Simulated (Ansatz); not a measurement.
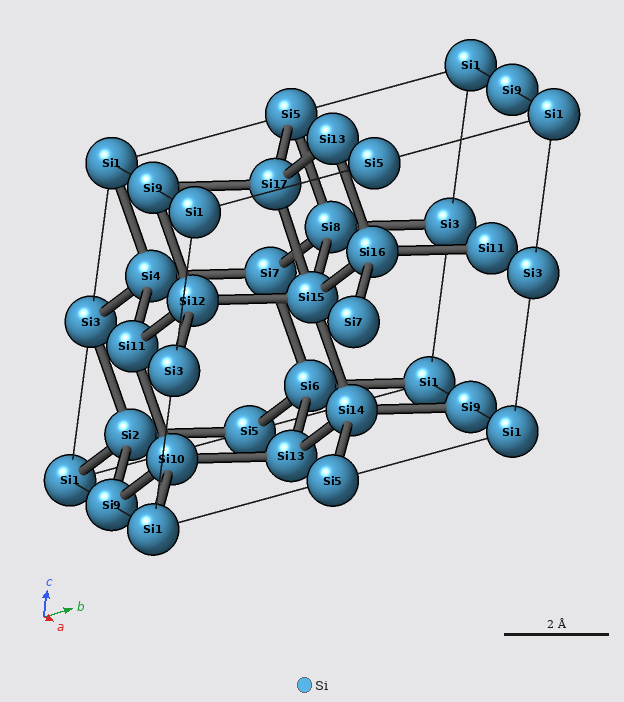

*The input geometry (ball-and-stick view of the cell of the calculation, seen slightly off an axis; atoms are numbered from 1 in the order of the input).*

## Geometry relaxation, with input and output: Si

System: Si (defect cell, 17 atoms in the cell).
Method: DFT LDA, scalar-relativistic, plane waves, PAW, PAW set soft_1, no spin polarisation (Ansatz 0.2.0).

It belongs to a series of runs on one base structure; here: end point A relaxed. Figures and captions count atoms from 1; the log counts them from 0 in places.

Log:
```
Warning: [file] the record states the generating functional pbe (its physics header spells it `PBE`), which answers neither for hamiltonian.xc's functional nor for the lda family's — results may be inconsistent (PPs are generated against a specific XC)
Engine: ansatz 0.2.0, aarch64-unknown-linux-gnu
Pseudopotentials: kind: paw
Pseudopotential: Si, paw, valence charge 4, recommended cutoff 420 eV (normal), [file]
Functional definition: SPW92
  exchange = slater_x
  correlation = pw_c
Crystal: 17 atoms, lattice volume = 320.206 Å³
Basis set: ecut = 420 eV, 6231 PW (Γ)
Bands: 51, of which v1, the nominal top of the filled ones, is band 34 counted from 1 (33 counted from 0)
Symmetry: 1 space group operations
Space group: P1 (ITA 1), of the structure as read, at distance tolerance 6.8e-5 Å
k-points: 8
Non-local potential: Si, projectors of the file, l = 0: 2, l = 1: 2, l = 2: 1
PAW form: soft (Blöchl's): semilocal exchange-correlation on the pseudo side does not see the compensation charge
PAW frozen core: Si, regenerated for the run's functional, and the local potential with it (the file was generated under x = pbe(κ = 0.804, μ = 0.2195149727645171), c = pbe(β = 0.06672455060314922))
PAW one-centre angular grid: Si, 110 points (default); XC on 64 Gauss nodes
Initial density: superposition of atomic densities (chi_scale 0.1, normalization cell)
Initial wavefunctions: pseudopotential atomic-orbital guess
Functional: x = slater, c = lda
SCF iter   1: F=—  HF=-10345.420812 eV  |F-HF|=—  |Δ(HF+E_count)|=         —  Δρ=4.50e-2  dr2=7.08e0  ethr=3.10e-3  ⟨swp⟩=9.2  Hψ=2357  notcnv=0  defer=24
preconditioner: auto → Resta (q_TF=auto, 2.107 Å⁻¹)  ε∞=5.4  [insulator: Δε(μ)=0.057 eV  Ē_g=8.120 eV  σ=0.020 eV  W_gap=0.63  n_scr=58 (ndim 8)  ℏωp=17.1 eV  f_vac=0.000  D(μ)=19.21/eV (n_scr^D=180)  ε∞_Penn≈5.4]
SCF iter   2: F=—  HF=-10343.858922 eV  |F-HF|=—  |Δ(HF+E_count)|=    1.56e0  Δρ=2.53e-2  dr2=2.18e0  ethr=3.10e-3  ⟨swp⟩=3.5  Hψ=823  notcnv=0  defer=76
SCF iter   3: F=—  HF=-10343.160273 eV  |F-HF|=—  |Δ(HF+E_count)|=   6.99e-1  Δρ=2.22e-3  dr2=2.59e-2  ethr=3.10e-3  ⟨swp⟩=2.8  Hψ=617  notcnv=0  defer=76
SCF iter   4: F=—  HF=-10343.159511 eV  |F-HF|=—  |Δ(HF+E_count)|=   7.62e-4  Δρ=9.86e-4  dr2=3.69e-3  ethr=3.81e-5  ⟨swp⟩=3.0  Hψ=636  notcnv=0  defer=77
SCF iter   5: F=—  HF=-10343.160226 eV  |F-HF|=—  |Δ(HF+E_count)|=   7.15e-4  Δρ=1.52e-4  dr2=2.11e-4  ethr=5.42e-6  ⟨swp⟩=2.9  Hψ=594  notcnv=0  defer=77
SCF iter   6: F=-10343.160223 eV  HF=-10343.160224 eV  |F-HF|=6.40e-7  |Δ(HF+E_count)|=   1.87e-6  Δρ=2.55e-5  dr2=2.72e-6  ethr=3.31e-8  ⟨swp⟩=3.5  Hψ=1491  notcnv=0
SCF 1 converged in 6 iterations: F = -10343.160223 eV  dr2 = 2.72e-6
  greatest PAW one-centre occupation: 0.717 electrons in one spin orbital (limit 2), on the Si atom at site 16 (counted from 0), in its partial waves of l = 0
relax step   1: F+E_penalty+E_count = -10343.16022311 eV  Δ(F+E_penalty+E_count) = +0.000e0 eV  max|allowed force component| = 6.936e-1 eV/Å  Δτ_max = 0.0000 Å  (6 SCF iters, dr2 threshold 2.25e-5 eV, accepted)
Initial density: handed on by an earlier stage of this run
Initial wavefunctions: those handed on with the density
iter 1 solved again at ethr=5.25e-5 eV; its pass at ethr=3.10e-3 eV (dr2=3.57e-2 eV) is discarded
SCF iter   1: F=—  HF=-10343.273377 eV  |F-HF|=—  |Δ(HF+E_count)|=         —  Δρ=2.00e-3  dr2=4.25e-2  ethr=5.25e-5  ⟨swp⟩=2.4  Hψ=1301  notcnv=0  defer=77
preconditioner: auto → Resta (q_TF=auto, 2.107 Å⁻¹)  ε∞=5.6  [insulator: Δε(μ)=0.208 eV  Ē_g=7.939 eV  σ=0.020 eV  W_gap=0.65  n_scr=58 (ndim 8)  ℏωp=17.1 eV  f_vac=0.000  D(μ)=19.27/eV (n_scr^D=180)  ε∞_Penn≈5.6]
SCF iter   2: F=—  HF=-10343.265088 eV  |F-HF|=—  |Δ(HF+E_count)|=   8.29e-3  Δρ=7.88e-4  dr2=2.43e-3  ethr=5.25e-5  ⟨swp⟩=3.0  Hψ=588  notcnv=0  defer=77
SCF iter   3: F=—  HF=-10343.264597 eV  |F-HF|=—  |Δ(HF+E_count)|=   4.91e-4  Δρ=2.83e-4  dr2=2.26e-4  ethr=3.57e-6  ⟨swp⟩=2.6  Hψ=531  notcnv=0  defer=77
SCF iter   4: F=-10343.264550 eV  HF=-10343.264552 eV  |F-HF|=2.70e-6  |Δ(HF+E_count)|=   4.42e-5  Δρ=3.46e-5  dr2=6.51e-6  ethr=4.42e-8  ⟨swp⟩=3.0  Hψ=1432  notcnv=0
SCF 2 converged in 4 iterations: F = -10343.264550 eV  dr2 = 6.51e-6
  greatest PAW one-centre occupation: 0.718 electrons in one spin orbital (limit 2), on the Si atom at site 16 (counted from 0), in its partial waves of l = 0
relax step   2: F+E_penalty+E_count = -10343.26454974 eV  Δ(F+E_penalty+E_count) = -1.043e-1 eV  max|allowed force component| = 2.621e-1 eV/Å  Δτ_max = 0.0319 Å  (4 SCF iters, dr2 threshold 3.01e-5 eV, accepted)
SCF iter   1: F=—  HF=-10343.286698 eV  |F-HF|=—  |Δ(HF+E_count)|=         —  Δρ=1.51e-3  dr2=2.03e-2  ethr=3.72e-4  ⟨swp⟩=4.1  Hψ=966  notcnv=0  defer=77
preconditioner: auto → Resta (q_TF=auto, 2.107 Å⁻¹)  ε∞=5.6  [insulator: Δε(μ)=0.237 eV  Ē_g=7.936 eV  σ=0.020 eV  W_gap=0.65  n_scr=58 (ndim 8)  ℏωp=17.1 eV  f_vac=0.000  D(μ)=19.35/eV (n_scr^D=180)  ε∞_Penn≈5.6]
SCF iter   2: F=—  HF=-10343.282662 eV  |F-HF|=—  |Δ(HF+E_count)|=   4.04e-3  Δρ=6.44e-4  dr2=1.41e-3  ethr=2.99e-5  ⟨swp⟩=3.0  Hψ=600  notcnv=0  defer=77
SCF iter   3: F=—  HF=-10343.282316 eV  |F-HF|=—  |Δ(HF+E_count)|=   3.46e-4  Δρ=2.15e-4  dr2=1.08e-4  ethr=2.07e-6  ⟨swp⟩=2.4  Hψ=550  notcnv=0  defer=77
SCF iter   4: F=-10343.282297 eV  HF=-10343.282297 eV  |F-HF|=3.99e-7  |Δ(HF+E_count)|=   1.89e-5  Δρ=2.57e-5  dr2=2.04e-6  ethr=6.31e-9  ⟨swp⟩=3.8  Hψ=1666  notcnv=0
SCF 3 converged in 4 iterations: F = -10343.282297 eV  dr2 = 2.04e-6
relax step   3: F+E_penalty+E_count = -10343.28229687 eV  Δ(F+E_penalty+E_count) = -1.775e-2 eV  max|allowed force component| = 1.573e-2 eV/Å  Δτ_max = 0.0443 Å  (4 SCF iters, dr2 threshold 4.29e-6 eV, accepted)
iter 1 solved again at ethr=3.00e-9 eV; its pass at ethr=3.10e-3 eV (dr2=2.04e-6 eV) is discarded
SCF iter   1: F=—  HF=-10343.282297 eV  |F-HF|=—  |Δ(HF+E_count)|=         —  Δρ=2.57e-5  dr2=2.04e-6  ethr=3.00e-9  ⟨swp⟩=1.0  Hψ=1008  notcnv=0  defer=77
preconditioner: auto → Resta (q_TF=auto, 2.107 Å⁻¹)  ε∞=5.7  [insulator: Δε(μ)=0.235 eV  Ē_g=7.934 eV  σ=0.020 eV  W_gap=0.66  n_scr=58 (ndim 8)  ℏωp=17.1 eV  f_vac=0.000  D(μ)=19.30/eV (n_scr^D=180)  ε∞_Penn≈5.7]
SCF iter   2: F=—  HF=-10343.282297 eV  |F-HF|=—  |Δ(HF+E_count)|=   1.47e-7  Δρ=1.53e-5  dr2=7.36e-7  ethr=3.00e-9  ⟨swp⟩=1.0  Hψ=331  notcnv=0  defer=77
SCF iter   3: F=-10343.282297 eV  HF=-10343.282297 eV  |F-HF|=1.05e-9  |Δ(HF+E_count)|=   3.84e-8  Δρ=1.57e-6  dr2=1.32e-8  ethr=1.47e-10  ⟨swp⟩=3.0  Hψ=1535  notcnv=0
SCF 4 converged in 3 iterations: F = -10343.282297 eV  dr2 = 1.32e-8
relax step   4: F+E_penalty+E_count = -10343.28229708 eV  Δ(F+E_penalty+E_count) = -2.125e-7 eV  max|allowed force component| = 1.581e-2 eV/Å  Δτ_max = 0.0000 Å  (3 SCF iters, accepted)
```

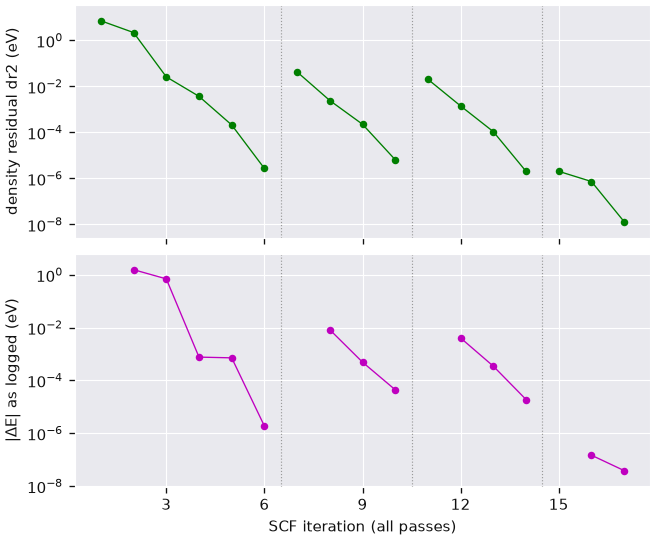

*Convergence of the self-consistent field: density residual dr2 and size of the energy change against the SCF iteration. The dotted lines part the SCF passes of the relaxation: geometry steps, rejected trials and re-solves on a re-selected basis.*

The passes take 6, 4, 4 and 3 iterations.

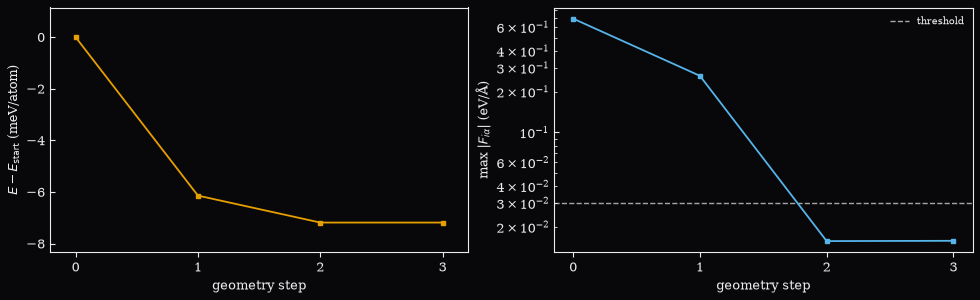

*Progress of the relaxation, step by step (the first geometry is step 0 here and step 1 in the log).*

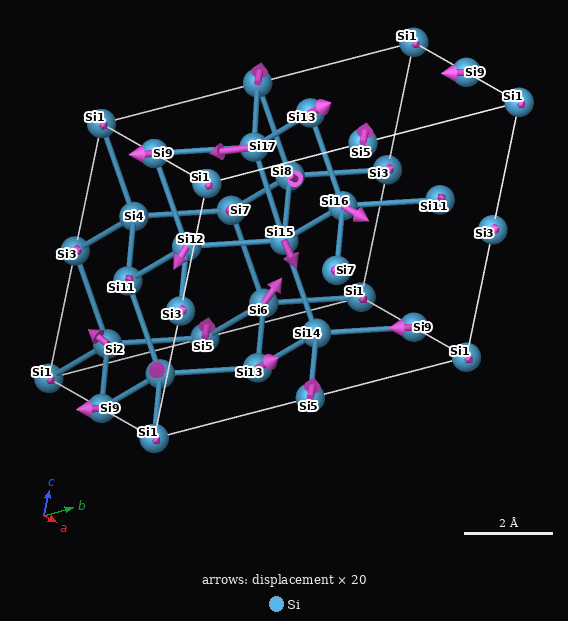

*The starting structure with the displacements as pink arrows, magnified 20 times (ball-and-stick view of the cell of the calculation, seen slightly off an axis).*

After 3 geometry steps the energy has fallen by 7.2 meV per atom. The largest force component goes from 0.69 to 0.016 eV/Å. The atom that moves furthest is Si17 (0.060 Å). The lattice vectors keep their values. Among the contacts that change: Si13–Si17 2.293 → 2.385 Å, Si15–Si17 2.349 → 2.387 Å, Si13–Si14 2.351 → 2.315 Å, Si10–Si13 2.351 → 2.383 Å. Among the angles that change: Si13–Si17–Si15 111.6° → 109.5°. (Atoms are counted from 1 in the order of the input.)

```
SCF converged after 3 iterations
Free energy (F): -10343.282297 eV
Harris-Foulkes:  -10343.282297 eV  (|F-HF|=1.05e-9)
Internal energy: -10343.278438 eV  (E = F + TS)
E sigma→0 (E₀):  -10343.280367 eV
Entropy (-TS):   -0.003860 eV (-0.227 meV/atom)
Fermi energy:    7.091198 eV
--- Per-component energies (eV) ---
  E_band       = 100.761315
  E_kinetic    = 706.143629
  E_local      = -423.988390  (includes V_loc(G=0)·N_el)
  E_nonlocal   = 405.870958
  E_hartree    = 135.906393
  E_xc         = -958.343837
  E_vxc        = -824.770633  (∫ρ·V_xc dr)
  E_paw        = -8244.144754  (= ΣΔE_a)
  E_vpaw       = -34.307546  (= ΣTr[D̂ρ^β])
  E_aug_tail   = 0.000619  (compensation charges beyond the density's cutoff)
  E_ewald      = -1966.156680
  E_core_change = 1.433624  (= ΣΔE_core)
  E_smearing   = -0.003860  (= −TS)
  E_closure    = -0.000000  (closes the sum)
  Σ components = -10343.282297   (vs F -10343.282297, Δ=0.00e0)
--- Forces (eV/Å), atoms counted from 1 ---
  atom   1  Si    -0.01503321    -0.00748823    -0.01197743
  atom   2  Si     0.00684690     0.00384769     0.00716212
  atom   3  Si     0.00475644     0.01244156     0.00002763
  atom   4  Si    -0.00200133    -0.00027702    -0.00288685
  atom   5  Si     0.00435988    -0.00076579     0.00175878
  atom   6  Si    -0.00589649    -0.00239043     0.00857458
  atom   7  Si    -0.00483085    -0.00977710    -0.00940571
  atom   8  Si     0.00982922     0.00162881     0.01141351
  atom   9  Si    -0.00361794     0.00688323    -0.00259191
  atom  10  Si     0.00273513    -0.00430005     0.00677504
  atom  11  Si    -0.01105007    -0.00368898    -0.01580732
  atom  12  Si     0.00482713     0.00499645     0.00963468
  atom  13  Si     0.00384620     0.00277527     0.00484515
  atom  14  Si    -0.00008232     0.00131985    -0.00076769
  atom  15  Si     0.00200414     0.00060752     0.00418507
  atom  16  Si     0.00575105    -0.00121782    -0.00892814
  atom  17  Si    -0.00243664    -0.00459157    -0.00200052
  max |Σ_I F_I| component: 1.10e-5 eV/Å
--- Relaxed structure (4 steps of the walk, 4 accepted, 0 SCFs on fresh bases) ---
  F+E_penalty+E_count = -10343.28229708 eV   max|allowed force component| = 1.581e-2 eV/Å
  atoms:
    - { symbol: Si, position: [0.0005605879543811885, 0.0009684141227438522, -0.001292829217524755] }
    - { symbol: Si, position: [0.1220157127119689, 0.12229759992336872, 0.12805504326295125] }
    - { symbol: Si, position: [0.0004961524943734704, 0.0007233013906637449, 0.5003786780012404] }
    - { symbol: Si, position: [0.12512352900864715, 0.1252278153562844, 0.62502765266229] }
    - { symbol: Si, position: [-0.005622488127612346, 0.502168611504364, 0.002023653048387475] }
    - { symbol: Si, position: [0.1219249811899058, 0.6284583203224139, 0.12824211397534852] }
    - { symbol: Si, position: [0.000905330015430944, 0.49881338029489786, 0.5005784166142739] }
    - { symbol: Si, position: [0.12220563439492393, 0.6282003041310957, 0.622051215786555] }
    - { symbol: Si, position: [0.5018370741677656, -0.005078626413518056, 0.001811006491149153] }
    - { symbol: Si, position: [0.6281449630344029, 0.12233679854164686, 0.1280437220054555] }
    - { symbol: Si, position: [0.4987690823933828, 0.0011268116232114878, 0.5003936006832032] }
    - { symbol: Si, position: [0.6280943468302911, 0.12238996825404608, 0.6219504205907154] }
    - { symbol: Si, position: [0.5020401415408344, 0.5024125087730689, 0.0017492957086030492] }
    - { symbol: Si, position: [0.6250563347101853, 0.6255956310560636, 0.12484175981925494] }
    - { symbol: Si, position: [0.502195328489744, 0.5023188867409973, 0.49416229328228745] }
    - { symbol: Si, position: [0.6285217497480052, 0.6286350057373203, 0.62161478178186] }
    - { symbol: Si, position: [0.3751632394433702, 0.37572546864133166, 0.8749105755039501] }
```

Trajectory as extended XYZ (Å, eV, eV/Å), 4 frames, from step=1 to step=4:
```
17
Lattice="0.0000 5.4300 5.4300 5.4300 0.0000 5.4300 5.4300 5.4300 0.0000" Properties=species:S:1:pos:R:3:forces:R:3 step=1 energy=-10343.16022
Si    0.0000    0.0000    0.0000   -0.0497  -0.0646   0.1013
Si    1.3575    1.3575    1.3575   -0.0120   0.0167  -0.4014
Si    2.7150    2.7150    0.0000    0.0593   0.0451   0.0678
Si    4.0725    4.0725    1.3575   -0.0018  -0.0002  -0.0025
Si    2.7150    0.0000    2.7150    0.3212  -0.3736  -0.4126
Si    4.0725    1.3575    4.0725    0.5463  -0.0411  -0.0367
Si    5.4300    2.7150    2.7150   -0.0783   0.1068  -0.0692
Si    6.7875    4.0725    4.0725    0.0138  -0.4637  -0.0037
Si    0.0000    2.7150    2.7150   -0.2876   0.2431  -0.3005
Si    1.3575    4.0725    4.0725   -0.0536   0.4987  -0.0522
Si    2.7150    5.4300    2.7150    0.1034  -0.0752  -0.0513
Si    4.0725    6.7875    4.0725   -0.4235   0.0262  -0.0199
Si    2.7150    2.7150    5.4300    0.6579   0.6936   0.6353
Si    4.0725    4.0725    6.7875    0.0609   0.0162   0.0870
Si    5.4300    5.4300    5.4300   -0.4732  -0.4469   0.3726
Si    6.7875    6.7875    6.7875   -0.0289  -0.0317   0.5769
Si    6.8248    6.7982    4.1255   -0.3543  -0.1492  -0.4909
17
Lattice="0.0000 5.4300 5.4300 5.4300 0.0000 5.4300 5.4300 5.4300 0.0000" Properties=species:S:1:pos:R:3:forces:R:3 step=2 energy=-10343.26455
Si   -0.0056   -0.0063    0.0093    0.0276   0.0338  -0.0476
Si    1.3571    1.3579    1.3363   -0.0010  -0.0025  -0.1265
Si    2.7203    2.7192    0.0062   -0.0347  -0.0289  -0.0379
Si    4.0708    4.0721    1.3550    0.0022   0.0005   0.0030
Si    2.7239   -0.0120    2.7014    0.1247  -0.1268  -0.1255
Si    4.0969    1.3562    4.0710    0.1721   0.0019  -0.0011
Si    5.4216    2.7251    2.7070    0.0361  -0.0467   0.0325
Si    6.7878    4.0491    4.0722   -0.0037  -0.1442  -0.0032
Si   -0.0091    2.7217    2.7054   -0.0814   0.0818  -0.0806
Si    1.3557    4.0967    4.0706    0.0018   0.1558   0.0007
Si    2.7245    5.4226    2.7087   -0.0474   0.0369   0.0270
Si    4.0503    6.7882    4.0717   -0.1325  -0.0033  -0.0013
Si    2.7331    2.7351    5.4468    0.2594   0.2621   0.2570
Si    4.0808    4.0746    6.7993   -0.0029   0.0006  -0.0043
Si    5.4145    5.4156    5.4399   -0.1562  -0.1567   0.1523
Si    6.7863    6.7864    6.8117   -0.0009   0.0011   0.1833
Si    6.8160    6.7959    4.1130   -0.1631  -0.0653  -0.2276
17
Lattice="0.0000 5.4300 5.4300 5.4300 0.0000 5.4300 5.4300 5.4300 0.0000" Properties=species:S:1:pos:R:3:forces:R:3 step=3 energy=-10343.28230
Si   -0.0018   -0.0040    0.0083   -0.0150  -0.0074  -0.0119
Si    1.3594    1.3579    1.3266    0.0068   0.0038   0.0071
Si    2.7210    2.7197    0.0066    0.0047   0.0124   0.0000
Si    4.0739    4.0733    1.3594   -0.0020  -0.0002  -0.0028
Si    2.7378   -0.0195    2.6962    0.0043  -0.0008   0.0017
Si    4.1089    1.3584    4.0746   -0.0058  -0.0024   0.0086
Si    5.4267    2.7231    2.7135   -0.0048  -0.0098  -0.0093
Si    6.7889    4.0413    4.0747    0.0098   0.0016   0.0114
Si   -0.0177    2.7348    2.6974   -0.0037   0.0069  -0.0027
Si    1.3596    4.1061    4.0751    0.0028  -0.0043   0.0068
Si    2.7233    5.4255    2.7144   -0.0110  -0.0037  -0.0157
Si    4.0418    6.7877    4.0751    0.0048   0.0050   0.0096
Si    2.7376    2.7356    5.4542    0.0037   0.0026   0.0047
Si    4.0749    4.0719    6.7910    0.0000   0.0013  -0.0007
Si    5.4109    5.4102    5.4545    0.0020   0.0007   0.0041
Si    6.7889    6.7882    6.8264    0.0058  -0.0012  -0.0089
Si    6.7910    6.7879    4.0773   -0.0024  -0.0046  -0.0020
17
Lattice="0.0000 5.4300 5.4300 5.4300 0.0000 5.4300 5.4300 5.4300 0.0000" Properties=species:S:1:pos:R:3:forces:R:3 step=4 energy=-10343.28230
Si   -0.0018   -0.0040    0.0083   -0.0150  -0.0075  -0.0120
Si    1.3594    1.3579    1.3266    0.0068   0.0038   0.0072
Si    2.7210    2.7197    0.0066    0.0048   0.0124   0.0000
Si    4.0739    4.0733    1.3594   -0.0020  -0.0003  -0.0029
Si    2.7378   -0.0195    2.6962    0.0044  -0.0008   0.0018
Si    4.1089    1.3584    4.0746   -0.0059  -0.0024   0.0086
Si    5.4267    2.7231    2.7135   -0.0048  -0.0098  -0.0094
Si    6.7889    4.0413    4.0747    0.0098   0.0016   0.0114
Si   -0.0177    2.7348    2.6974   -0.0036   0.0069  -0.0026
Si    1.3596    4.1061    4.0751    0.0027  -0.0043   0.0068
Si    2.7233    5.4255    2.7144   -0.0111  -0.0037  -0.0158
Si    4.0418    6.7877    4.0751    0.0048   0.0050   0.0096
Si    2.7376    2.7356    5.4542    0.0038   0.0028   0.0048
Si    4.0749    4.0719    6.7910   -0.0001   0.0013  -0.0008
Si    5.4109    5.4102    5.4545    0.0020   0.0006   0.0042
Si    6.7889    6.7882    6.8264    0.0058  -0.0012  -0.0089
Si    6.7910    6.7879    4.0773   -0.0024  -0.0046  -0.0020
```

The run was set up as follows.

Input file:
```yaml
crystal:
  lattice:
    - [0.0, 5.43, 5.43]
    - [5.43, 0.0, 5.43]
    - [5.43, 5.43, 0.0]
  atoms:
    - { symbol: Si, position: [0.0, 0.0, 0.0] }
    - { symbol: Si, position: [0.125, 0.125, 0.125] }
    - { symbol: Si, position: [0.0, 0.0, 0.5] }
    - { symbol: Si, position: [0.125, 0.125, 0.625] }
    - { symbol: Si, position: [0.0, 0.5, 0.0] }
    - { symbol: Si, position: [0.125, 0.625, 0.125] }
    - { symbol: Si, position: [0.0, 0.5, 0.5] }
    - { symbol: Si, position: [0.125, 0.625, 0.625] }
    - { symbol: Si, position: [0.5, 0.0, 0.0] }
    - { symbol: Si, position: [0.625, 0.125, 0.125] }
    - { symbol: Si, position: [0.5, 0.0, 0.5] }
    - { symbol: Si, position: [0.625, 0.125, 0.625] }
    - { symbol: Si, position: [0.5, 0.5, 0.0] }
    - { symbol: Si, position: [0.625, 0.625, 0.125] }
    - { symbol: Si, position: [0.5, 0.5, 0.5] }
    - { symbol: Si, position: [0.625, 0.625, 0.625] }
    - { symbol: Si, position: [0.3774317, 0.3823202, 0.8745414] }
basis:
  ecutwfc: 420.0
kpoints:
  mp_grid: { grid: [2, 2, 2] }
hamiltonian:
  xc: lda
  pseudopotentials: { kind: paw, azcp: { folder: soft_1 } }
scf:
  occupations: { method: gaussian, width: 0.02 }
  lower_state_search: "off"
relax:
  f_tol: 0.03
  max_steps: 60
  adjacent_minimum: "off"
```

Launched with:
```bash
ansatz run input.yaml --threads 1 --pin off --max-ram 3072MiB --backend cpu --events-out ev --progress --plain --runs-dir out
```

Results in brief:

| quantity | value |
| --- | --- |
| outcome | converged |
| electrons treated | 68 |
| free energy | −10343.2823 eV |
| Fermi energy | 7.091 eV |
| final volume | 320.21 Å³ |
| largest force (length of the vector) at the end | 0.021 eV/Å |
| hardware | 1 thread of Arm Neoverse V2, 24 GiB of memory available, shared host |
| wall time | 14 s |
| peak memory | 0.45 GiB |

Remarks:

The program warns: the PAW datasets were made with another functional. The k-point mesh is coarse for a cell of this size, so the results may not be converged.
